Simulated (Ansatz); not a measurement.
# Mo13HS26 (cell charge +1, with a compensating background) (cell with a defect): what the fields show

Input

```
crystal:
  lattice:
    - [1.5925883332, 6.4363691201, 7.4383206521]
    - [-6.3703533327, -1.8389626057, 7.4383206521]
    - [4.7777649996, -4.5974065144, 7.4383206521]
  atoms:
    - { symbol: Mo, position: [0.0749997108, 0.6913434795, 0.231869066] }
    - { symbol: Mo, position: [1.000384323, 0.9992625935, 1.0007569076] }
    - { symbol: Mo, position: [0.1522632257, 0.382724686, 0.4620869242] }
    - { symbol: Mo, position: [0.3059996299, 0.7678966238, 0.9244524689] }
    - { symbol: Mo, position: [0.3836224051, 0.4603279019, 0.1546598514] }
    - { symbol: Mo, position: [0.5349549764, 0.841593112, 0.6153575311] }
    - { symbol: Mo, position: [0.772332844, 0.927735539, 0.3067863175] }
    - { symbol: Mo, position: [0.2297257989, 0.0749252307, 0.6926247411] }
    - { symbol: Mo, position: [0.4611870616, 0.1518493242, 0.3849838374] }
    - { symbol: Mo, position: [0.6137164098, 0.5365674772, 0.8473085177] }
    - { symbol: Mo, position: [0.6915750157, 0.2309532791, 0.0779153961] }
    - { symbol: Mo, position: [0.8425065088, 0.6108303912, 0.5386100752] }
    - { symbol: Mo, position: [0.9224272068, 0.3057234621, 0.770373766] }
    - { symbol: S, position: [0.4796680816, 0.0916947289, 0.6342770223] }
    - { symbol: S, position: [0.4017254834, 0.4015275239, 0.4044580473] }
    - { symbol: S, position: [0.5558399149, 0.7867579398, 0.8637543505] }
    - { symbol: S, position: [0.7103008362, 0.1747914333, 0.3274349117] }
    - { symbol: S, position: [0.7844666207, 0.8605332759, 0.5567741514] }
    - { symbol: S, position: [0.9415823576, 0.2491061497, 0.0193030491] }
    - { symbol: S, position: [0.1719364238, 0.3246285802, 0.711185171] }
    - { symbol: S, position: [0.6328267817, 0.4805181363, 0.0961064726] }
    - { symbol: S, position: [0.863318374, 0.556140831, 0.7869452211] }
    - { symbol: S, position: [0.0210049107, 0.9417518691, 0.2498461344] }
    - { symbol: S, position: [0.0920326387, 0.6319903942, 0.481579859] }
    - { symbol: S, position: [0.249923276, 0.0177006656, 0.9414964388] }
    - { symbol: S, position: [0.3248084568, 0.7097531203, 0.1738849408] }
    - { symbol: S, position: [0.3374730711, 0.9551476232, 0.4934061829] }
    - { symbol: S, position: [0.2629779842, 0.2615961071, 0.2636745048] }
    - { symbol: S, position: [0.4135496178, 0.6445938184, 0.7283040241] }
    - { symbol: S, position: [0.5723603053, 0.0312134616, 0.1872209778] }
    - { symbol: S, position: [0.6359517806, 0.7070620776, 0.4230939742] }
    - { symbol: S, position: [0.8012453973, 0.107914102, 0.8809344939] }
    - { symbol: S, position: [0.031113534, 0.1843879949, 0.5719819411] }
    - { symbol: S, position: [0.4929110571, 0.3382182104, 0.9572288298] }
    - { symbol: S, position: [0.7232701859, 0.4122495811, 0.6510400253] }
    - { symbol: S, position: [0.8772607306, 0.8024260862, 0.1111704917] }
    - { symbol: S, position: [0.9554421592, 0.4914933193, 0.3390994838] }
    - { symbol: S, position: [0.1077433816, 0.8772938097, 0.8031946873] }
    - { symbol: S, position: [0.1846985197, 0.569679978, 0.0341669036] }
    - { symbol: H, position: [0.563712925, 0.5925513887, 0.4778960776] }
  host:
    lattice:
      - [1.5925883332, 0.9194813029, 7.4383206521]
      - [-1.5925883332, 0.9194813029, 7.4383206521]
      - [0.0, -1.8389626057, 7.4383206521]
    atoms:
      - { symbol: Mo, position: [0.9997777381, 0.9997777381, 0.9997777381] }
      - { symbol: S, position: [0.4031332036, 0.4031332036, 0.4031332036] }
      - { symbol: S, position: [0.2630900582, 0.2630900582, 0.2630900582] }
total_charge: 1
basis:
  ecutwfc: 420
  xc_grid: 2
kpoints:
  mp_grid: { grid: [2, 2, 2], shift: [0.5, 0.5, 0.5] }
hamiltonian:
  xc: pbe
scf:
  occupations: { method: gaussian, width: 0.01 }
output:
  forces: true
  stress: false
  eigenvalues: true
  charged_corrections:
    defect_position: [0.51682692, 0.52644231, 0.51923077]
    epsilon: [[12.8691, 0.0, 0.0], [0.0, 12.8691, 0.0], [0.0, 0.0, 3.2679]]
  write_density: true
  write_potential: true
  elf: true
  volumetric_format: npy
relax:
  adjacent_minimum: "off"
  f_tol: 0.025
  max_steps: 45
```

Command:

```sh
ansatz run input.yaml --threads 4 --pin off --max-ram 10240MiB --backend cpu --events-out ev --progress --plain --runs-dir out
```

The fields are those of the run's last geometry, not of the input's.

Computed without spin polarisation.

All numbers below come from DFT PBE, scalar-relativistic, plane waves, PAW (Ansatz).

In a PAW calculation such maps are meaningful between the atoms, not at the nuclei.

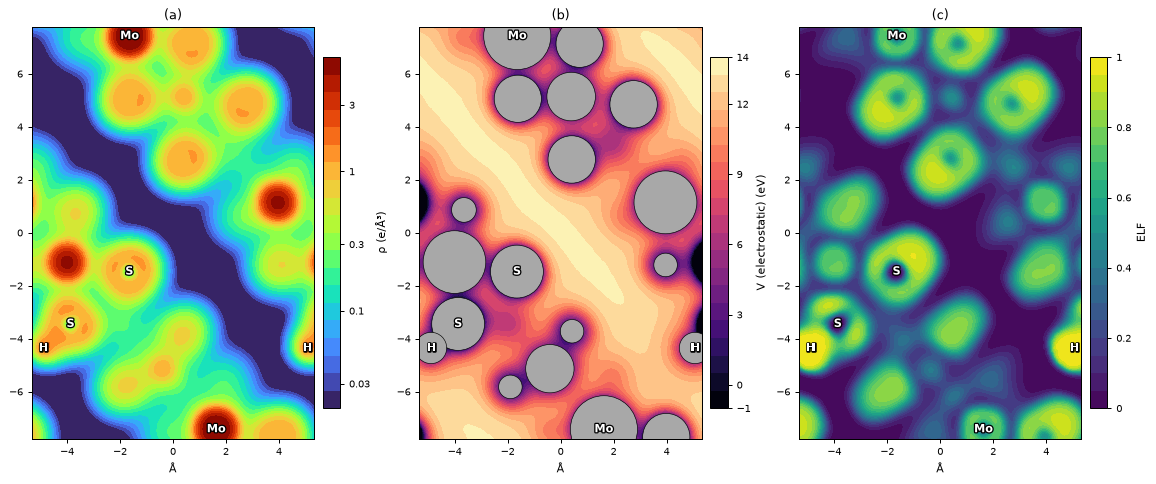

Figure 1. (a) valence charge density (pseudo); (b) electrostatic potential energy of an electron; (c) electron localisation function on the (011̄) plane of the calculation cell. Grey discs cover the atomic cores in the potential map.

Interpret the plot.

Answer. The section cuts through Mo, S and H sites. Atoms just off the plane (Mo, 0.4 Å away and S, 0.4 Å away) can leave unmarked features too. S–H (1.37 Å): ρ is about 1.5 e/Å³ halfway; the ELF climbs to about 1 towards the hydrogen, as it does in any bond to H; a covalent bond by its length. Between the atoms the lowest density in this plane is 0.003 e/Å³. The features right at Mo lie inside the PAW spheres, where the map follows smoothed inner orbitals and isn't to be read closely. Outside the cores the potential energy rises away from the atoms and is highest about 2.3 Å from the nearest atoms; its zero is arbitrary.

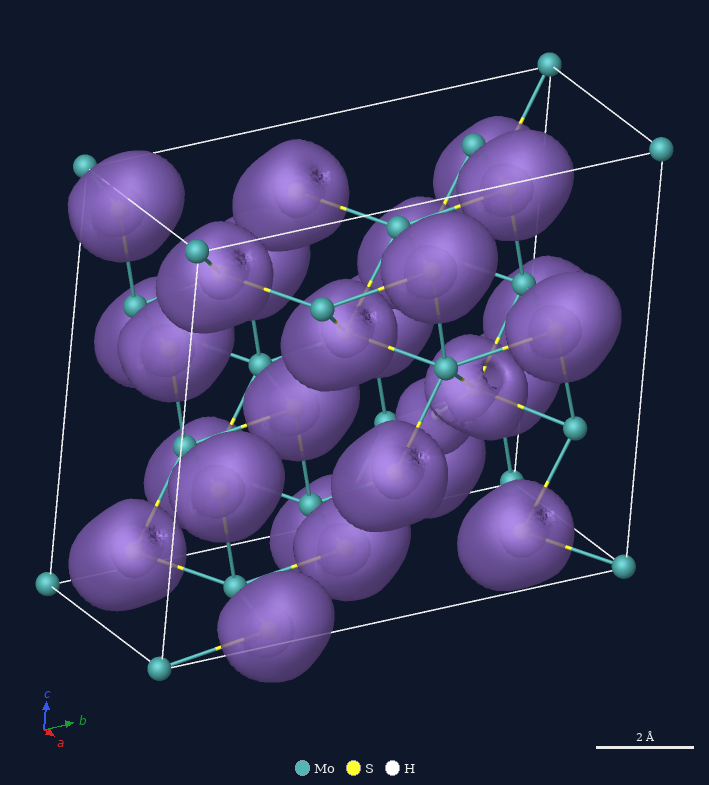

Figure 2. Isosurface of the ELF at 0.7 (purple), seen slightly off an axis. Core shells and regions of very low density are left out. Sticks mark near contacts.

Identify the bonds, lone pairs and shells in this picture.

Answer. The surface consists of 25 regions wrapped around S (the valence shell of each) and one joined region spread over several atoms (H, S), in which their bonds and any lone pairs are merged, counted in one cell of 40 atoms. Regions shared between cells count once. Along the contacts the grid gives the following. Mo–S (2.38 Å): the ELF peaks at about 0.90 in the valence shell of S, 0.8 Å from its nucleus, and is about 0.40 at the midpoint.

Does the calculation give a band gap?

Answer. It is gapped, with a Kohn–Sham gap of 1.7 eV on the k-point mesh, an upper bound to the gap of this method.
